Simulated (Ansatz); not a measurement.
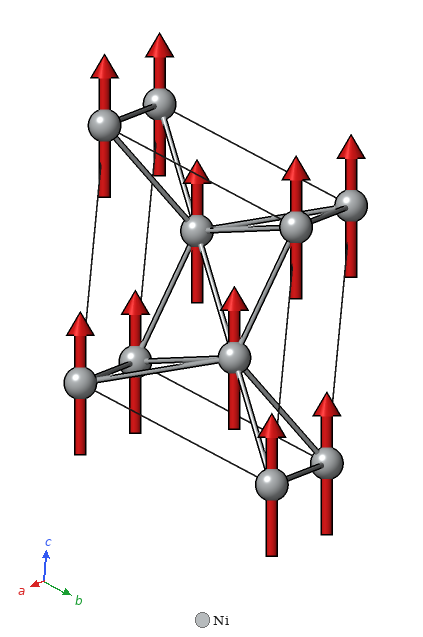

Drawn in the ball-and-stick manner and seen slightly off an axis. The cell (the run's own, in a reduced setting) is outlined; an atom on or near a face, edge or corner is repeated at each equivalent position. Arrows are the site magnetic moments above 0.25 μB; longer means larger, and red and blue are up and down (without spin-orbit coupling the axis itself is arbitrary).

This is the state reached for Ni. The calculation: Ansatz 0.2.0, DFT LDA, scalar-relativistic, plane waves, PAW, with a cutoff energy of 420 eV, k-points about 0.23 Å⁻¹ apart, Gaussian smearing of 0.1 eV, collinear spins.

Q: Read the magnetic state from the picture.

A: Ferromagnetic (within this cell). Site moments: 3 Ni +0.6 μB. The net spin moment of the whole cell is 1.6 μB.

The structure was taken from a structure listed in the Materials Project. The cell was then strained or its atoms displaced on purpose. An electronic-structure calculation with Ansatz was run on it.

At this level of theory the cell isn't at rest (compressed, at 27 GPa), so its distances can differ from those at equilibrium, the more so the softer the solid, and its magnetic state may change on relaxation.
